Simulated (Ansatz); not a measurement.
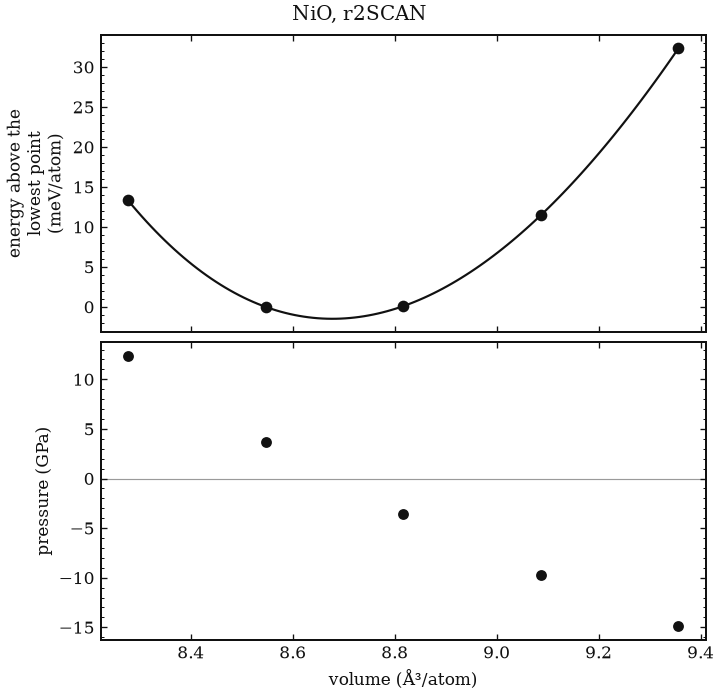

The picture above shows the energy above the lowest point and pressure against volume for NiO, space group Fm-3m (No. 225) (one of a set of cubic test structures, which need not be the stable phase).

How it was computed, with Ansatz 0.2.0 development build: equation of state of a cubic crystal from periodic Kohn-Sham density functional theory without spin, third-order Birch-Murnaghan fit to the free energies; pressure corrected for the finite basis. Level: r2SCAN.

```tsv
setting	value
structure type	rock salt
atoms in cell	2
space group number	225
lattice centring	face-centred primitive
k mesh	14×14×14
occupation method	Fermi–Dirac
occupation width	0.1 eV
wave cutoff	1050 eV
datasets	hand-made PAW
density tolerance	1e-09 eV
bands	16
density cutoff ratio	5
search for lower states	default
xc grid level	2
```

Question: Give the fitted equation-of-state parameters.

Answer: A third-order Birch–Murnaghan fit gives V0 = 8.68 Å³/atom, B0 = 235 GPa and B′ = 4.6.

Question: What does the pressure do across the range?

Answer: It falls from 12.4 GPa at volume 8.2770 Å³/atom to −14.9 GPa at 9.3566 Å³/atom, and changes sign near 8.68 Å³/atom.

Note: known magnet treated without spin, far from its ground state.
